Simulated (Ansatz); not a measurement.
Ge: geometry relaxation

System: Ge (1 atom in the cell).
Method: DFT PBEsol, scalar-relativistic, plane waves, PAW, no spin polarisation (Ansatz 0.2.0).

The structure derives from a Materials Project entry. It belongs to a series of runs on one base structure; here: cell sheared at random, sigma 0.01, atoms nudged by 0.01 A; relaxed back. Figures and captions count atoms from 1; the log counts them from 0 in places.

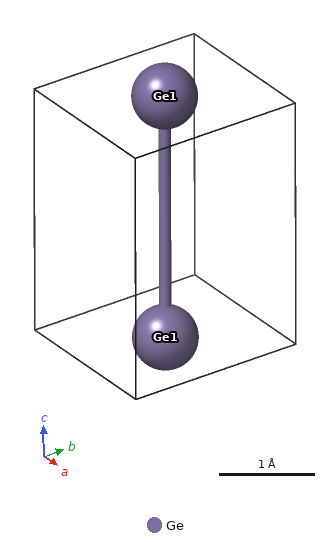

Fig. 1: The input geometry (ball-and-stick view of the cell of the calculation, seen slightly off an axis; atoms are numbered from 1 in the order of the input). Near neighbours in the crystal (not all of them lie inside the picture): Ge has 8 Ge at 2.63 to 2.89 Å.

### Summary

- outcome: converged
- space group (tolerance 0.01 Å): P-1 (2) → P6/mmm (191)
- electrons treated: 14
- free energy: −4253.3209 eV
- Fermi energy: 11.171 eV
- gap on the k-point mesh: none (metallic)
- pressure: 0.01 GPa
- final volume: 18.39 Å³
- largest force (length of the vector) at the end: under 0.001 eV/Å
- final cell: a = 2.844 Å, b = 2.844 Å, c = 2.625 Å, α = 90.00°, β = 90.00°, γ = 120.01°
- hardware: 1 thread of Oxide Virtual Turin-like (Zen 5), 32 GiB of memory available, shared host
- wall time: 2.2 min
- peak memory: 0.61 GiB

### Input file
```yaml
crystal:
  lattice:
    - [1.3788254233, -2.5229675922, -0.011670555]
    - [1.3899622192, 2.5290790385, -0.0240892534]
    - [-0.0341758481, -0.0065130429, 2.6324687216]
  atoms:
    - { symbol: Ge, position: [0.5, 0.5, 0.0] }
basis:
  ecutwfc: 420
kpoints:
  mp_grid: { grid: [14, 14, 12] }
hamiltonian:
  xc: pbesol
scf:
  occupations: { method: gaussian, width: 0.15 }
output:
  forces: true
  stress: true
  eigenvalues: true
relax:
  adjacent_minimum: "off"
  f_tol: 0.01
  max_steps: 80
  cell: { stress_tol: 0.1 }
```

Run as:
```bash
ansatz run input.yaml --threads 1 --pin off --max-ram 2560MiB --backend cpu --events-out ev --progress --plain --runs-dir out
```

### The program's output
```
Engine: ansatz 0.2.0, x86_64-unknown-linux-gnu
Pseudopotentials: kind: paw
Pseudopotential: Ge, paw, valence charge 14, recommended cutoff 420 eV (normal), Ge.paw.azcp
Functional definition: PBEsol
  exchange = pbesol_x
  correlation = pbesol_c
Crystal: 1 atoms, lattice volume = 18.408 Å³
Basis set: ecut = 420 eV, 371 PW (Γ), exchange–correlation on 40×40×36 points (8 copies of the dense FFT grid, shifted against one another)
Bands: 11, of which v1, the nominal top of the filled ones, is band 7 counted from 1 (6 counted from 0)
Symmetry: 2 space group operations
Space group: P-1 (ITA 2), of the structure as read, at distance tolerance 2.6e-5 Å
k-points: 1180 of 2352
Non-local potential: Ge, projectors of the file, l = 0: 2, l = 1: 2, l = 2: 3, l = 3: 1
PAW form: soft (Blöchl's): semilocal exchange-correlation on the pseudo side does not see the compensation charge
PAW frozen core: Ge, regenerated for the run's functional, and the local potential with it (the file was generated under x = pbe(κ = 0.804, μ = 0.2195149727645171), c = pbe(β = 0.06672455060314922))
PAW one-centre angular grid: Ge, 590 points (default); XC on 64 Gauss nodes
Initial density: superposition of atomic densities (neutral atoms: chi_scale 0, normalization atom), corrected by the library's trained network
Initial wavefunctions: pseudopotential atomic-orbital guess
Functional: x = pbesol(κ = 0.804, μ = 0.12345679012345678), c = pbesol(β = 0.046)
SCF iter   1: F=—  HF=-4253.312346 eV  |F-HF|=—  |Δ(HF+E_count)|=         —  Δρ=2.33e-3  dr2=4.79e-4  ethr=1.77e-3  ⟨swp⟩=5.0  Hψ=71890  notcnv=0
preconditioner: auto → none  [metal: Δε(μ)=0.003 eV  Ē_g=27.262 eV  σ=0.150 eV  W_gap=0.01  n_scr=8 (ndim 8)  ℏωp=32.4 eV  f_vac=0.000  D(μ)=0.43/eV (n_scr^D=0)  sad-step TF]
SCF iter   2: F=—  HF=-4253.311911 eV  |F-HF|=—  |Δ(HF+E_count)|=   4.35e-4  Δρ=1.09e-3  dr2=1.47e-4  ethr=3.42e-6  ⟨swp⟩=2.0  Hψ=29597  notcnv=0
SCF iter   3: F=—  HF=-4253.311906 eV  |F-HF|=—  |Δ(HF+E_count)|=   5.93e-6  Δρ=4.18e-4  dr2=1.99e-5  ethr=1.05e-6  ⟨swp⟩=1.0  Hψ=12843  notcnv=0
SCF iter   4: F=—  HF=-4253.311910 eV  |F-HF|=—  |Δ(HF+E_count)|=   4.82e-6  Δρ=2.47e-5  dr2=4.31e-8  ethr=1.42e-7  ⟨swp⟩=1.1  Hψ=13323  notcnv=0
iter 5 did not close the SCF: its close was put off for the readings that it lacked (scf_convergence_deferred on its scf_iter line)
SCF iter   5: F=-4253.311910 eV  HF=-4253.311910 eV  |F-HF|=9.64e-10  |Δ(HF+E_count)|=   3.70e-8  Δρ=2.82e-6  dr2=7.54e-10  ethr=3.08e-10  ⟨swp⟩=2.1  Hψ=20596  notcnv=0
SCF iter   6: F=-4253.311910 eV  HF=-4253.311910 eV  |F-HF|=3.55e-11  |Δ(HF+E_count)|=   1.07e-9  Δρ=3.62e-7  dr2=3.04e-11  ethr=5.38e-12  ⟨swp⟩=1.4  Hψ=34700  notcnv=0
SCF 1 converged in 6 iterations: F = -4253.311910 eV  dr2 = 3.04e-11
  greatest PAW one-centre occupation: 0.998 electrons in one spin orbital (limit 2), on the Ge atom at site 0 (counted from 0), in its partial waves of l = 2
relax step   1: F+E_penalty+E_count = -4253.31191040 eV  Δ(F+E_penalty+E_count) = +0.000e0 eV  max|allowed force component| = 0.000e0 eV/Å  Δτ_max = 0.0000 Å  P = +0.067 GPa  Ω = 18.408 Å³  (6 SCF iters, dr2 threshold 1.00e-7 eV, accepted)
Crystal: 1 atoms, lattice volume = 18.368 Å³
Initial density: handed on by an earlier stage of this run
Initial wavefunctions: those handed on with the density
iter 1 solved again at ethr=2.87e-6 eV; its pass at ethr=3.10e-3 eV (dr2=4.02e-4 eV) is discarded
SCF iter   1: F=—  HF=-4253.319885 eV  |F-HF|=—  |Δ(HF+E_count)|=         —  Δρ=1.47e-3  dr2=4.04e-4  ethr=2.87e-6  ⟨swp⟩=1.1  Hψ=103093  notcnv=0
preconditioner: auto → none  [metal: Δε(μ)=0.005 eV  Ē_g=27.312 eV  σ=0.150 eV  W_gap=0.02  n_scr=8 (ndim 8)  ℏωp=32.4 eV  f_vac=0.000  D(μ)=0.34/eV (n_scr^D=0)]
SCF iter   2: F=—  HF=-4253.319779 eV  |F-HF|=—  |Δ(HF+E_count)|=   1.07e-4  Δρ=5.94e-4  dr2=5.82e-5  ethr=2.87e-6  ⟨swp⟩=1.0  Hψ=12981  notcnv=0
SCF iter   3: F=—  HF=-4253.319769 eV  |F-HF|=—  |Δ(HF+E_count)|=   9.26e-6  Δρ=5.75e-5  dr2=2.68e-7  ethr=4.16e-7  ⟨swp⟩=1.3  Hψ=13455  notcnv=0
SCF iter   4: F=-4253.319769 eV  HF=-4253.319769 eV  |F-HF|=2.79e-8  |Δ(HF+E_count)|=   9.46e-8  Δρ=9.36e-6  dr2=8.54e-9  ethr=7.14e-10  ⟨swp⟩=5.0  Hψ=64417  notcnv=0
SCF 2 converged in 4 iterations: F = -4253.319769 eV  dr2 = 8.54e-9
relax step   2: F+E_penalty+E_count = -4253.31976946 eV  Δ(F+E_penalty+E_count) = -7.859e-3 eV  max|allowed force component| = 0.000e0 eV/Å  Δτ_max = 0.0000 Å  P = +0.098 GPa  Ω = 18.368 Å³  energy of the carried Pulay correction = +1.165e-5 eV  (4 SCF iters, dr2 threshold 1.00e-7 eV, accepted)
Crystal: 1 atoms, lattice volume = 18.417 Å³
Basis set: ecut = 420 eV, 379 PW (Γ), exchange–correlation on 40×40×36 points (8 copies of the dense FFT grid, shifted against one another)
iter 1 solved again at ethr=8.33e-7 eV; its pass at ethr=3.10e-3 eV (dr2=1.17e-4 eV) is discarded
SCF iter   1: F=—  HF=-4253.320885 eV  |F-HF|=—  |Δ(HF+E_count)|=         —  Δρ=7.51e-4  dr2=1.18e-4  ethr=8.33e-7  ⟨swp⟩=1.5  Hψ=98632  notcnv=0
preconditioner: auto → none  [metal: Δε(μ)=0.001 eV  Ē_g=27.298 eV  σ=0.150 eV  W_gap=0.01  n_scr=8 (ndim 8)  ℏωp=32.4 eV  f_vac=0.000  D(μ)=0.36/eV (n_scr^D=0)]
SCF iter   2: F=—  HF=-4253.320850 eV  |F-HF|=—  |Δ(HF+E_count)|=   3.45e-5  Δρ=2.83e-4  dr2=1.52e-5  ethr=8.33e-7  ⟨swp⟩=1.0  Hψ=12983  notcnv=0
SCF iter   3: F=—  HF=-4253.320850 eV  |F-HF|=—  |Δ(HF+E_count)|=   5.55e-7  Δρ=2.75e-5  dr2=6.29e-8  ethr=7.14e-10  ⟨swp⟩=4.8  Hψ=66244  notcnv=0
SCF iter   4: F=-4253.320850 eV  HF=-4253.320850 eV  |F-HF|=1.09e-8  |Δ(HF+E_count)|=   2.48e-8  Δρ=6.52e-6  dr2=4.15e-9  ethr=4.49e-10  ⟨swp⟩=2.9  Hψ=47180  notcnv=0
SCF 3 converged in 4 iterations: F = -4253.320850 eV  dr2 = 4.15e-9
relax step   3: F+E_penalty+E_count = -4253.32084957 eV  Δ(F+E_penalty+E_count) = -1.080e-3 eV  max|allowed force component| = 0.000e0 eV/Å  Δτ_max = 0.0000 Å  P = -0.106 GPa  Ω = 18.417 Å³  energy of the carried Pulay correction = +1.872e-6 eV  (4 SCF iters, dr2 threshold 1.00e-7 eV, accepted)
Basis set: ecut = 420 eV, 377 PW (Γ), exchange–correlation on 40×40×36 points (8 copies of the dense FFT grid, shifted against one another)
iter 1 solved again at ethr=7.39e-9 eV; its pass at ethr=3.10e-3 eV (dr2=1.03e-6 eV) is discarded
SCF iter   1: F=—  HF=-4253.320878 eV  |F-HF|=—  |Δ(HF+E_count)|=         —  Δρ=8.75e-5  dr2=1.29e-6  ethr=7.39e-9  ⟨swp⟩=2.1  Hψ=95474  notcnv=0
preconditioner: auto → none  [metal: Δε(μ)=0.033 eV  Ē_g=27.311 eV  σ=0.150 eV  W_gap=0.12  n_scr=8 (ndim 8)  ℏωp=32.4 eV  f_vac=0.000  D(μ)=0.35/eV (n_scr^D=0)]
SCF iter   2: F=—  HF=-4253.320882 eV  |F-HF|=—  |Δ(HF+E_count)|=   4.26e-6  Δρ=4.03e-5  dr2=2.04e-7  ethr=7.39e-9  ⟨swp⟩=1.7  Hψ=15225  notcnv=0
SCF iter   3: F=-4253.320882 eV  HF=-4253.320882 eV  |F-HF|=8.55e-9  |Δ(HF+E_count)|=   3.94e-8  Δρ=5.99e-6  dr2=4.46e-9  ethr=7.14e-10  ⟨swp⟩=4.1  Hψ=39475  notcnv=0
SCF 4 converged in 3 iterations: F = -4253.320882 eV  dr2 = 4.46e-9
relax step   4: F+E_penalty+E_count = -4253.32088202 eV  Δ(F+E_penalty+E_count) = -3.245e-5 eV  max|allowed force component| = 0.000e0 eV/Å  Δτ_max = 0.0000 Å  P = +0.092 GPa  Ω = 18.368 Å³  energy of the carried Pulay correction = +1.209e-5 eV  (3 SCF iters, dr2 threshold 1.00e-7 eV, accepted)
Crystal: 1 atoms, lattice volume = 18.388 Å³
Basis set: ecut = 420 eV, 381 PW (Γ), exchange–correlation on 40×40×36 points (8 copies of the dense FFT grid, shifted against one another)
iter 1 solved again at ethr=1.21e-9 eV; its pass at ethr=3.10e-3 eV (dr2=1.69e-7 eV) is discarded
SCF iter   1: F=—  HF=-4253.320881 eV  |F-HF|=—  |Δ(HF+E_count)|=         —  Δρ=3.79e-5  dr2=1.96e-7  ethr=1.21e-9  ⟨swp⟩=2.0  Hψ=94641  notcnv=0
preconditioner: auto → none  [metal: Δε(μ)=0.042 eV  Ē_g=27.305 eV  σ=0.150 eV  W_gap=0.15  n_scr=8 (ndim 8)  ℏωp=32.4 eV  f_vac=0.000  D(μ)=0.35/eV (n_scr^D=0)]
SCF iter   2: F=—  HF=-4253.320885 eV  |F-HF|=—  |Δ(HF+E_count)|=   4.30e-6  Δρ=1.69e-5  dr2=3.52e-8  ethr=1.21e-9  ⟨swp⟩=1.0  Hψ=12980  notcnv=0
SCF iter   3: F=-4253.320885 eV  HF=-4253.320885 eV  |F-HF|=8.44e-10  |Δ(HF+E_count)|=   4.00e-9  Δρ=2.74e-6  dr2=5.82e-10  ethr=2.20e-10  ⟨swp⟩=4.0  Hψ=37002  notcnv=0
SCF 5 converged in 3 iterations: F = -4253.320885 eV  dr2 = 5.82e-10
relax step   5: F+E_penalty+E_count = -4253.32088530 eV  Δ(F+E_penalty+E_count) = -3.279e-6 eV  max|allowed force component| = 0.000e0 eV/Å  Δτ_max = 0.0000 Å  P = +0.006 GPa  Ω = 18.388 Å³  energy of the carried Pulay correction = +8.115e-6 eV  (3 SCF iters, dr2 threshold 3.08e-8 eV, accepted)
Initial wavefunctions: pseudopotential atomic-orbital guess (no wavefunctions were taken with the density)
iter 1 solved again at ethr=3.53e-8 eV; its pass at ethr=3.10e-3 eV (dr2=4.94e-6 eV) is discarded
SCF iter   1: F=—  HF=-4253.320751 eV  |F-HF|=—  |Δ(HF+E_count)|=         —  Δρ=9.08e-4  dr2=3.21e-6  ethr=3.53e-8  ⟨swp⟩=3.0  Hψ=103887  notcnv=0
SCF iter   2: F=—  HF=-4253.320859 eV  |F-HF|=—  |Δ(HF+E_count)|=   1.07e-4  Δρ=4.54e-4  dr2=8.04e-7  ethr=2.29e-8  ⟨swp⟩=1.0  Hψ=12980  notcnv=0
SCF iter   3: F=—  HF=-4253.320891 eV  |F-HF|=—  |Δ(HF+E_count)|=   3.25e-5  Δρ=6.15e-6  dr2=4.61e-9  ethr=5.74e-9  ⟨swp⟩=1.0  Hψ=12980  notcnv=0
SCF iter   4: F=—  HF=-4253.320891 eV  |F-HF|=—  |Δ(HF+E_count)|=   3.09e-9  Δρ=9.52e-7  dr2=9.88e-11  ethr=3.29e-11  ⟨swp⟩=2.0  Hψ=21258  notcnv=0
SCF iter   5: F=-4253.320891 eV  HF=-4253.320891 eV  |F-HF|=9.09e-12  |Δ(HF+E_count)|=  6.00e-11  Δρ=3.46e-7  dr2=2.24e-11  ethr=1.00e-12  ⟨swp⟩=4.0  Hψ=39627  notcnv=0
SCF 6 converged in 5 iterations: F = -4253.320891 eV  dr2 = 2.24e-11
relax step   6: F+E_penalty+E_count = -4253.32089108 eV  Δ(F+E_penalty+E_count) = -5.777e-6 eV  max|allowed force component| = 0.000e0 eV/Å  Δτ_max = 0.0000 Å  P = +0.011 GPa  Ω = 18.388 Å³  stress off target by 1.71e-2 GPa  SCF on the basis re-selected at this cell (its energy is not comparable with the rows above)  (5 SCF iters)
```

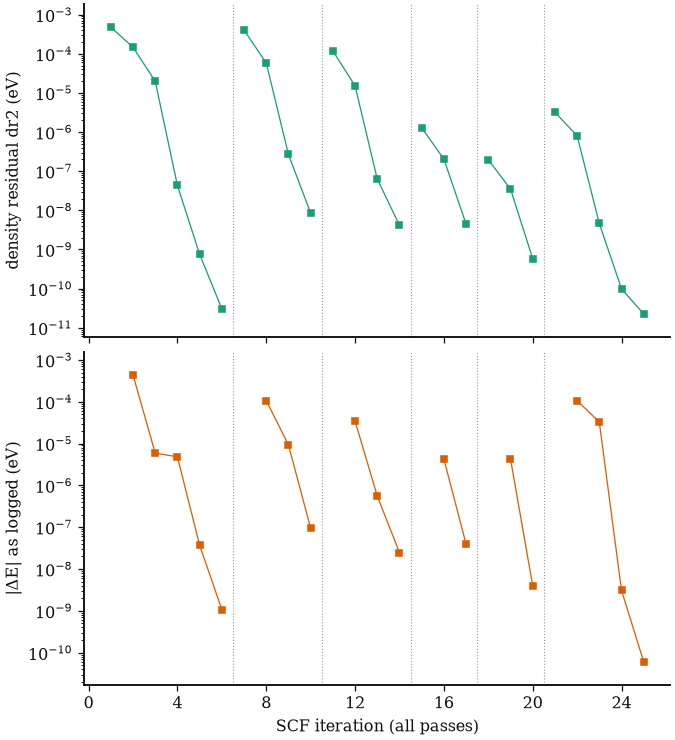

Fig. 2: Convergence of the self-consistent field: density residual dr2 and size of the energy change against the SCF iteration. The dotted lines part the SCF passes of the relaxation: geometry steps, rejected trials and re-solves on a re-selected basis. The 6 passes take 3 to 6 iterations each, 25 in all.

```
basis re-selected at this cell: Δ(F+E_penalty+E_count) = -5.777e-6 eV, ΔP = +0.005 GPa vs the last step (what re-selecting the basis moved, of the pressure what is left beyond the Pulay correction that the steps carried, after the strain that the cell walked since its last selection, with what the two solves' SCF thresholds leave and, on support functions, any second-order correction that the steps lacked; it is no measure of the basis error at this ecutwfc). This SCF's stress stands 1.71e-2 GPa from its target on what of the cell is left free (relax.cell.stress_tol is 1.00e-1 GPa) and its largest allowed force component is 0.00e0 eV/Å (relax.f_tol is 1.00e-2 eV/Å): within both
SCF converged after 5 iterations
Free energy (F): -4253.320891 eV
Harris-Foulkes:  -4253.320891 eV  (|F-HF|=9.09e-12)
Internal energy: -4253.316920 eV  (E = F + TS)
E sigma→0 (E₀):  -4253.318905 eV
Entropy (-TS):   -0.003971 eV (-3.971 meV/atom)
Fermi energy:    11.170977 eV
--- Per-component energies (eV) ---
  E_band       = -111.107838
  E_kinetic    = 111.157204
  E_local      = -2137.439151  (includes V_loc(G=0)·N_el)
  E_nonlocal   = 417.930866
  E_hartree    = 935.630590
  E_xc         = -75.305690
  E_vxc        = -65.096285  (∫ρ·V_xc dr)
  E_paw        = -1976.768559  (= ΣΔE_a)
  E_vpaw       = -308.921856  (= ΣTr[D̂ρ^β])
  E_aug_tail   = 0.000316  (compensation charges beyond the density's cutoff)
  E_ewald      = -1529.440432
  E_core_change = 0.917936  (= ΣΔE_core)
  E_smearing   = -0.003971  (= −TS)
  E_closure    = 0.000000  (closes the sum)
  Σ components = -4253.320891   (vs F -4253.320891, Δ=0.00e0)
--- Forces (eV/Å), atoms counted from 1 ---
  atom   1  Ge     0.00000000     0.00000000     0.00000000
  max |Σ_I F_I| component: 0.00e0 eV/Å
--- Stress (GPa, compression-positive) ---
        0.016795      -0.001606      -0.000013
       -0.001606       0.007739      -0.000827
       -0.000013      -0.000827       0.007909
  P = ⅓ Tr σ = 0.0108 GPa (0.108 kbar)
--- Band table (eV; the first three rows and the last of 1180) ---
  k-point 0: bands = ["-13.5828", "-13.4684", "-13.4683", "-13.3090", "-13.3089", "-2.2077", "18.4522", "19.4935", "19.4961", "21.7606", "25.2727"]
  k-point 1: bands = ["-13.5661", "-13.4675", "-13.4674", "-13.3147", "-13.3147", "-2.0607", "16.4200", "19.6386", "19.6413", "23.6365", "25.4041"]
  k-point 2: bands = ["-13.5207", "-13.4652", "-13.4651", "-13.3305", "-13.3305", "-1.6205", "13.4862", "20.0635", "20.0661", "25.3121", "25.7953"]
  k-point 1179: bands = ["-13.4972", "-13.4842", "-13.4143", "-13.3254", "-13.2232", "7.4914", "8.8023", "9.1544", "14.5353", "18.4787", "23.8426"]
--- Relaxed structure (5 steps of the walk, 5 accepted, 1 SCFs on fresh bases) ---
  F+E_penalty+E_count = -4253.32089108 eV   max|allowed force component| = 0.000e0 eV/Å   (the final SCF, on the basis selected at the relaxed cell)
  cell:  # Å, volume = 18.3883 Å³
    - [1.4217845498443078, -2.4633181649864455, 0.00034969242975538967]
    - [1.422178022745126, 2.4632261504796804, 0.0002927218884953668]
    - [-0.0005919757473865431, 7.001431013817748e-5, 2.624859442592587]
  atoms:
    - { symbol: Ge, position: [0.5000000000000001, 0.5000000000000001, -7.047314121155779e-19] }
```

### Trajectory as extended XYZ (Å, eV, eV/Å), 6 frames, from step=1 to step=6
```
1
Lattice="1.3788 -2.5230 -0.0117 1.3900 2.5291 -0.0241 -0.0342 -0.0065 2.6325" Properties=species:S:1:pos:R:3:forces:R:3 step=1 energy=-4253.31191 pressure_GPa=0.07
Ge    1.3844    0.0031   -0.0179    0.0000   0.0000   0.0000
1
Lattice="1.4026 -2.4793 0.0054 1.4112 2.4838 0.0076 0.0116 0.0011 2.6305" Properties=species:S:1:pos:R:3:forces:R:3 step=2 energy=-4253.31977 pressure_GPa=0.10
Ge    1.4069    0.0023    0.0065    0.0000   0.0000   0.0000
1
Lattice="1.4216 -2.4651 -0.0012 1.4250 2.4666 -0.0000 -0.0024 0.0007 2.6237" Properties=species:S:1:pos:R:3:forces:R:3 step=3 energy=-4253.32085 pressure_GPa=-0.11
Ge    1.4233    0.0008   -0.0006    0.0000   0.0000   0.0000
1
Lattice="1.4213 -2.4617 0.0003 1.4224 2.4620 -0.0001 -0.0011 -0.0001 2.6238" Properties=species:S:1:pos:R:3:forces:R:3 step=4 energy=-4253.32088 pressure_GPa=0.09
Ge    1.4218    0.0001    0.0001    0.0000   0.0000   0.0000
1
Lattice="1.4218 -2.4633 0.0003 1.4222 2.4632 0.0003 -0.0006 0.0001 2.6249" Properties=species:S:1:pos:R:3:forces:R:3 step=5 energy=-4253.32089 pressure_GPa=0.01
Ge    1.4220    0.0000    0.0003    0.0000   0.0000   0.0000
1
Lattice="1.4218 -2.4633 0.0003 1.4222 2.4632 0.0003 -0.0006 0.0001 2.6249" Properties=species:S:1:pos:R:3:forces:R:3 step=6 energy=-4253.32089 pressure_GPa=0.01
Ge    1.4220    0.0000    0.0003    0.0000   0.0000   0.0000
```

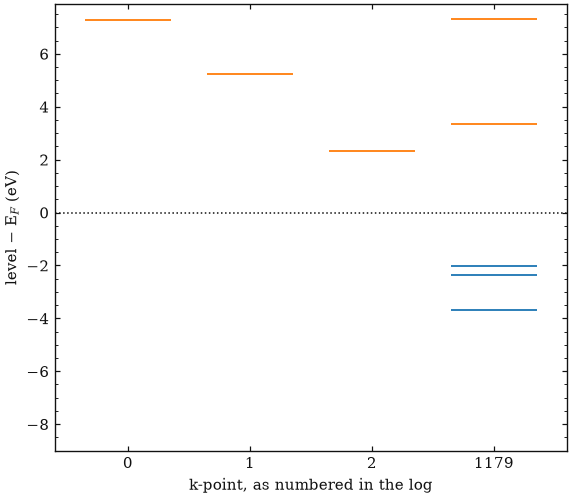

Fig. 3: Kohn–Sham levels near the Fermi level (dotted) at the few k-points that the log prints; levels within 0.02 eV of each other stand side by side. The system is metallic on the full mesh.
